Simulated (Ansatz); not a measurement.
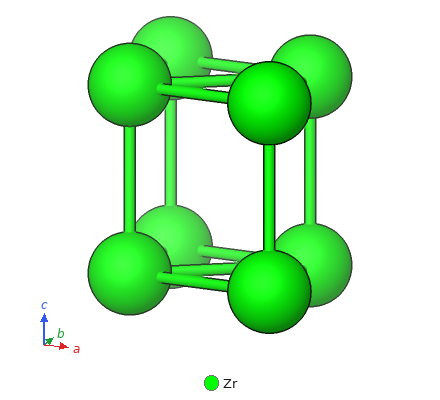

The structure; the drawing may span several cells.

Structure (in its standard cell), the end point of a relaxation with DFT PBE, scalar-relativistic, plane waves, PAW in Ansatz; the starting structure was generated, so it need not be a known form of this composition:

```cif
data_structure
_symmetry_space_group_name_H-M 'P6/mmm'
_symmetry_Int_Tables_number 191
_cell_length_a 3.0145
_cell_length_b 3.0145
_cell_length_c 3.0333
_cell_angle_alpha 90.000
_cell_angle_beta 90.000
_cell_angle_gamma 120.000
_cell_volume 23.87
loop_
_atom_site_label
_atom_site_type_symbol
_atom_site_symmetry_multiplicity
_atom_site_Wyckoff_symbol
_atom_site_fract_x
_atom_site_fract_y
_atom_site_fract_z
_atom_site_occupancy
Zr1 Zr 1 a 0.00000 0.00000 0.00000 1
```

Predict the [211] zone-axis pattern (80 kV, kinematic, B = 0.8 Å²).

Answer. The spots form a centred rectangular net with both shortest vectors at d = 1.98 Å, 82.1° apart. They are -1 1 1 and 0 -1 1. The pattern has symmetry 2mm. No reflection of this zone is absent.

Strongest reflections with d > 0.80 Å, one of each family (|F|² from tabulated Gaussian fits of the electron scattering factors, times a small damping for the curvature of the Ewald sphere):

```csv
hkl,d (Å),I (strongest = 100)
1 -1 -1,1.979,100
1 -2 0,1.507,51
1 0 -2,1.311,35
2 -2 -2,0.989,14
2 -3 -1,0.938,11
2 -1 -3,0.840,7
```

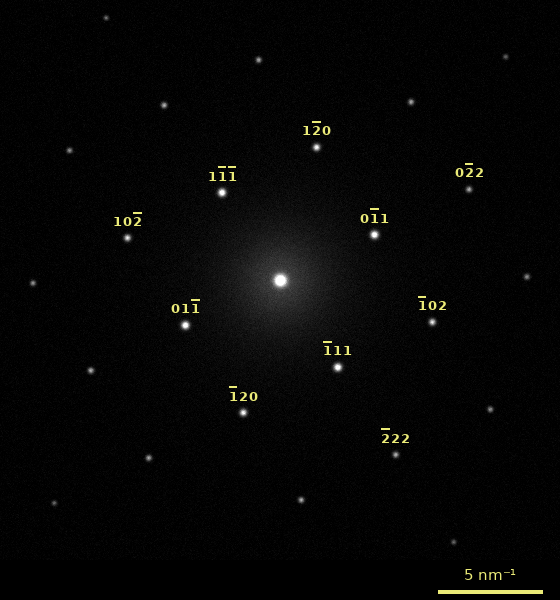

Calculated pattern, seen from the source side with [211] pointing towards the source.
